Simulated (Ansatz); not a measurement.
**Cu6N (slab): density, localisation and related maps**

The calculation's input:

```
crystal:
  lattice:
    - [5.0393684011, 0.0, 0.0]
    - [-2.5196842005, 4.3642210544, 0.0]
    - [0.0, 0.0, 22.8221943999]
  atoms:
    - { symbol: Cu, position: [0.3333333333, 0.1666666667, 0.1752679839] }
    - { symbol: Cu, position: [0.3333333333, 0.6666666667, 0.1752679839] }
    - { symbol: Cu, position: [0.8333333333, 0.1666666667, 0.1752679839] }
    - { symbol: Cu, position: [0.8333333333, 0.6666666667, 0.1752679839] }
    - { symbol: Cu, position: [0.1666666667, 0.3333333333, 0.2655783499] }
    - { symbol: Cu, position: [0.1666666667, 0.8333333333, 0.2655783499] }
    - { symbol: Cu, position: [0.6666666667, 0.3333333333, 0.2655783499] }
    - { symbol: Cu, position: [0.6666666667, 0.8333333333, 0.2655783499] }
    - { symbol: Cu, position: [0.0, 0.0, 0.3558901593] }
    - { symbol: Cu, position: [0.0, 0.5, 0.3558901593] }
    - { symbol: Cu, position: [0.5, 0.0, 0.3558901593] }
    - { symbol: Cu, position: [0.5, 0.5, 0.3558901593] }
    - { symbol: "N", position: [0.25, 0.1666666667, 0.5136313448] }
    - { symbol: "N", position: [0.25, 0.1666666667, 0.5618300403] }
basis:
  ecutwfc: 420
kpoints:
  mp_grid: { grid: [6, 6, 1] }
hamiltonian:
  xc: pbe
  dispersion: d3bj
scf:
  occupations: { method: gaussian, width: 0.1 }
output:
  forces: true
  eigenvalues: true
  write_density: true
  write_potential: true
  elf: true
  volumetric_format: npy
efield:
  axis: 3
  dipole_correction: true
  ramp_width: 0.04
```

Run with:

```sh
ansatz run input.yaml --threads 4 --pin off --max-ram 12288MiB --backend cpu --events-out ev --progress --plain --runs-dir out
```

A point of a scan over the structure, not its minimum; not relaxed (largest force 0.4 eV/Å); computed without spin polarisation.

Level of theory: DFT PBE+D3(BJ), scalar-relativistic, plane waves, PAW (Ansatz).

The density is the valence pseudo-density of a PAW calculation; it isn't the true density close to the nuclei.

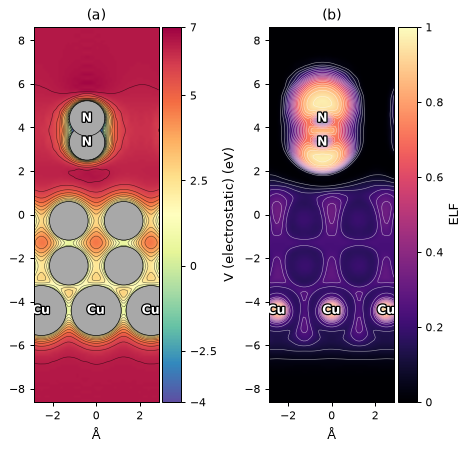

Figure 1. (a) electrostatic potential energy of an electron; (b) ELF on the (010) plane of the calculation cell, a cut from vacuum to vacuum. Grey discs cover the atomic cores in the potential map.

Question: Read the bonding off the picture.

Answer: The plane passes through Cu and N nuclei.
Atoms just off the plane (Cu, 0.7 Å away) can leave unmarked features too.
N–N (1.10 Å): the ELF peaks at about 0.85 between the atoms.
Cu–Cu (2.52 Å): the ELF is about 0.25 at the midpoint: no localised pair shows between them.
The ELF also peaks beside N, away from the bonds: lone-pair regions.
The features right at Cu lie inside the PAW spheres, where the map follows smoothed inner orbitals and isn't to be read closely.
Outside the cores the potential energy rises away from the atoms and is highest in the vacuum; its zero is arbitrary.

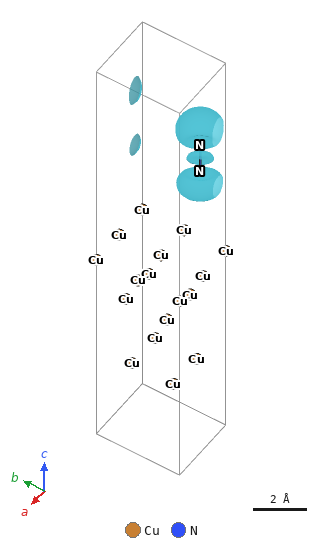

Figure 2. Isosurface of the ELF at 0.8 (cyan), seen at an oblique angle. Core shells and regions of very low density are left out. Sticks mark near contacts.

Question: Describe the localisation domains.

Answer: The surface consists of one region between bonded N–N atoms and two lobes on N, pointing away from the bonds (lone pairs), counted in one cell of 14 atoms. Counts are for one cell; the picture repeats the cell along the surface.

Question: Metal or insulator at this level of theory?

Answer: It is metallic or semimetallic at this level of theory: no gap opens.
